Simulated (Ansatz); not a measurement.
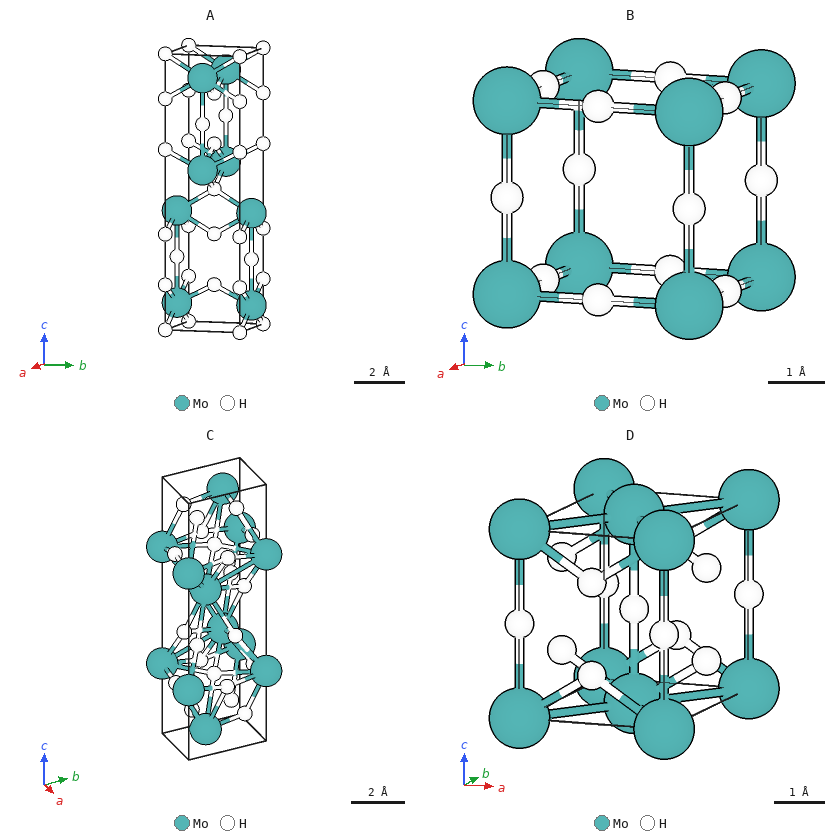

Four structures of MoH3, each relaxed to rest (conventional cells in solid outline, small ones repeated, each panel with its own scale). Method: DFT PBE, scalar-relativistic, plane waves, PAW in Ansatz, without spin polarisation.

Give the type and space group of each panel.

A: 16 atoms a cell on a body-centred tetragonal lattice, I-4m2; B: ReO₃ type, Pm-3m; C: 24 atoms a cell on a rhombohedral (trigonal R) lattice, R-3m; D: 8 atoms a cell on a base-centred orthorhombic lattice, Cmmm.

Which of these is lowest in energy, and how far above it do the others lie?

A, then C (+188 meV/atom), D (+243 meV/atom) and B (+664 meV/atom), energies at zero smearing.

Collect the results in a table.

| panel | structure | E − E(lowest) (meV/atom) | volume (Å³/atom) | gap (eV) |
| --- | --- | --- | --- | --- |
| A | I-4m2 | 0 | 7.2 | metal |
| C | R-3m | 188 | 6.3 | metal |
| D | Cmmm | 243 | 6.9 | metal |
| B | Pm-3m | 664 | 10.9 | metal |

Some of these may be structure types tried for this composition rather than known phases, and the most stable form need not be among them. Gaps are taken on the k-mesh or band path of each run.
